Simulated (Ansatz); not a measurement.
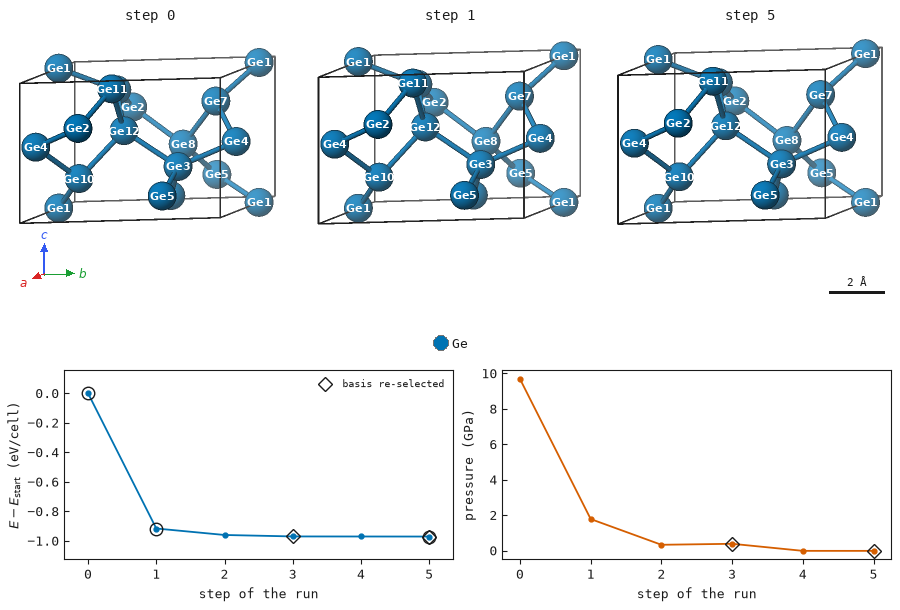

Frames of a relaxation of crystalline Ge (a generated structure, set up in P6_522) (coarse preliminary run), marked on the history of the run. A ball-and-stick model of the cell of the calculation, seen slightly off an axis.

Method: Ansatz, DFT PBE, scalar-relativistic, plane waves, PAW.

Input file:
```yaml
crystal:
  lattice:
    - [7.63563836, 0.0, 0.0]
    - [-3.81781918, 6.6126568, 0.0]
    - [0.0, 0.0, 5.18864255]
  atoms:
    - { symbol: Ge, position: [0.28984117, 0.0, 0.0] }
    - { symbol: Ge, position: [0.0, 0.28984117, 0.66666667] }
    - { symbol: Ge, position: [0.71015883, 0.71015883, 0.33333333] }
    - { symbol: Ge, position: [0.71015883, 0.0, 0.5] }
    - { symbol: Ge, position: [0.0, 0.71015883, 0.16666667] }
    - { symbol: Ge, position: [0.28984117, 0.28984117, 0.83333333] }
    - { symbol: Ge, position: [0.40822896, 0.81645793, 0.75] }
    - { symbol: Ge, position: [0.18354207, 0.59177104, 0.41666667] }
    - { symbol: Ge, position: [0.40822896, 0.59177104, 0.08333333] }
    - { symbol: Ge, position: [0.59177104, 0.18354207, 0.25] }
    - { symbol: Ge, position: [0.81645793, 0.40822896, 0.91666667] }
    - { symbol: Ge, position: [0.59177104, 0.40822896, 0.58333333] }
basis:
  ecutwfc: 420
kpoints:
  mp_grid: { grid: [3, 3, 4] }
hamiltonian:
  xc: pbe
scf:
  occupations: { method: gaussian, width: 0.1 }
  lower_state_search: "off"
output:
  forces: true
  stress: true
  eigenvalues: true
relax:
  adjacent_minimum: "off"
  f_tol: 0.04
  max_steps: 70
  cell: { stress_tol: 0.4 }
```

Command:
```bash
ansatz run input.yaml --threads 1 --pin off --max-ram 2560MiB --backend cpu --events-out ev --progress --plain --runs-dir out
```

Describe the path.

The largest moves relative to the cell, 0.006 Å, are those of Ge7, Ge8, Ge9, Ge10, Ge11 and Ge12. Ge12 goes along [1 −1 0]. The volume changes by +14.0 %, with a = b 7.636 → 7.904 Å (+3.5 %), c 5.189 → 5.519 Å (+6.4 %). Near-neighbour distances that change, for instance: Ge10–Ge11 2.436 → 2.550 Å, Ge1–Ge10 2.394 → 2.499 Å, Ge1–Ge5 2.376 → 2.472 Å. The space group stays P6_522 (No. 179). After 3 accepted moves (5 points after the start) the energy has fallen by 0.971 eV per cell of the calculation. The largest force component goes from 0.39 to 0.03 eV/Å. Pressure: 9.69 GPa at the start and −0.02 GPa at the end. The SCF was repeated twice at an unchanged geometry on a basis and grid sized afresh for the cell, which shifted the energy by 9.9 meV per cell of the calculation at most. Cost: 3.4 min on 1 thread of Arm Neoverse V1, with other jobs on the host, peak memory 0.6 GiB. From step 0 to 1: volume +10.4 %, energy −0.916 eV per cell of the calculation. From step 1 to 5: volume +3.3 %, energy −54.5 meV per cell of the calculation.

```json
{"step": "0", "E − E(0), meV/atom": "0.00", "largest force component, eV/Å": "0.3856", "pressure, GPa": "9.69", "volume, Å³/atom": "21.832", "note": ""}
{"step": "1", "E − E(0), meV/atom": "-76.33", "largest force component, eV/Å": "0.0201", "pressure, GPa": "1.78", "volume, Å³/atom": "24.099", "note": ""}
{"step": "2", "E − E(0), meV/atom": "-79.99", "largest force component, eV/Å": "0.0087", "pressure, GPa": "0.33", "volume, Å³/atom": "24.676", "note": ""}
{"step": "3", "E − E(0), meV/atom": "-80.81", "largest force component, eV/Å": "0.0088", "pressure, GPa": "0.38", "volume, Å³/atom": "24.676", "note": "same geometry, new basis"}
{"step": "4", "E − E(0), meV/atom": "-80.85", "largest force component, eV/Å": "0.0298", "pressure, GPa": "-0.01", "volume, Å³/atom": "24.883", "note": ""}
{"step": "5", "E − E(0), meV/atom": "-80.88", "largest force component, eV/Å": "0.0298", "pressure, GPa": "-0.02", "volume, Å³/atom": "24.883", "note": "same geometry, new basis"}
```
